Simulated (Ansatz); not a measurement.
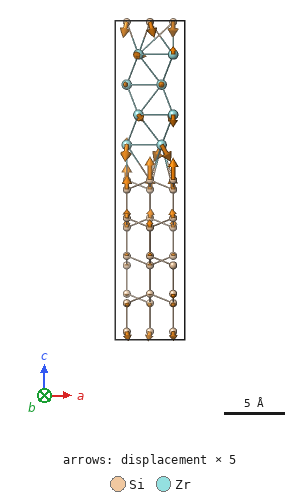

A relaxation of an interface cell of composition Zr$_{8}$Si$_{15}$. The starting structure is drawn; orange arrows show the displacements (the part carried along by the change of the cell is left out), magnified 5 times.

The picture is a ball-and-stick view of the cell of the calculation (origin shifted), seen along the b axis.

Case: film shifted by (0, 0) in the plane.

Theory: DFT PBE, scalar-relativistic, plane waves, PAW (Ansatz 0.2.0). (plane-wave cutoff 420 eV; k-point mesh 6 × 6 × 1; occupations gaussian; smearing width 0.1 eV; no spin polarisation; cell relaxed at fixed a, b, gamma, alpha, beta; force threshold 0.02 eV/Å; at most 70 steps)

What did the optimiser do to the structure, and how much energy did it gain?

The largest move relative to the cell is that of a Si atom, 0.40 Å along +c. By element the largest moves are Si 0.40 Å, Zr 0.33 Å. The drawn cell changes as follows: a = b unchanged at 6.699 Å, c 26.603 → 25.696 Å (−3.4 %); the volume changes by −3.4 %. Near-neighbour distances that change, for instance: Si–Zr 3.893 → 3.212 Å, Si–Zr 3.519 → 2.897 Å, Si–Zr 3.519 → 2.919 Å, Si–Zr 3.504 → 3.079 Å. Bond angles that change, for instance: Zr–Si–Zr 56.8° → 71.5°, Zr–Si–Zr 56.8° → 69.7°, Zr–Si–Zr 62.1° → 73.4°. Over 5 accepted moves (7 points after the start) the energy falls by 2.301 eV per cell of the calculation. Largest force component: 1.2 eV/Å at the start, 0.01 eV/Å at the end. Pressure: −3.17 GPa at the start and −1.91 GPa at the end. The line search rejected the trial step at point 5 of the run. At 1 point the geometry stayed and the basis and grid were re-selected for the new cell (energy shift of 3.1 meV per cell of the calculation at most each time). Cost: 6.1 min on 8 threads of Intel(R) Xeon(R) Processor @ 2.70GHz, on a shared host, peak memory 6.3 GiB.
